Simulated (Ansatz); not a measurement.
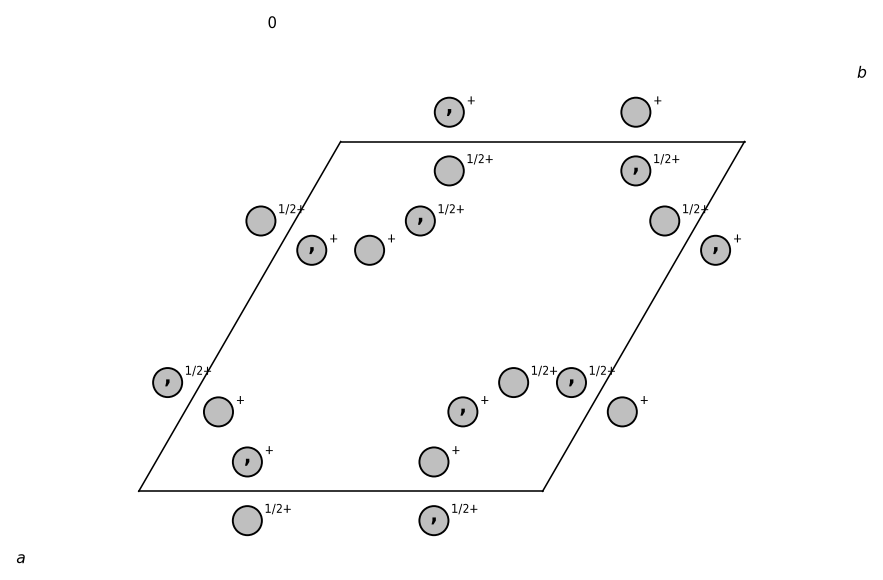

General positions of a space group, projected down c, computed from the operations of a computed or model structure of composition SiC.

A circle is a general position, a comma marks the mirror image, + and − with a fraction give the height (along the projection axis: ½+ is ½ plus the coordinate, − is its negative), and a split circle stands for two positions above each other.

Question: Which space group is it?

Answer: No. 186, P6_3mc; primitive hexagonal, point group 6mm, 12 general positions a cell.

Question: Write the general positions (in any order).

Answer: x, y, z
x−y, x, z+1/2
−y, x−y, z
−x, −y, z+1/2
−x+y, −x, z
y, −x+y, z+1/2
y, x, z+1/2
x, x−y, z
x−y, −y, z+1/2
−y, −x, z
−x, −x+y, z+1/2
−x+y, y, z
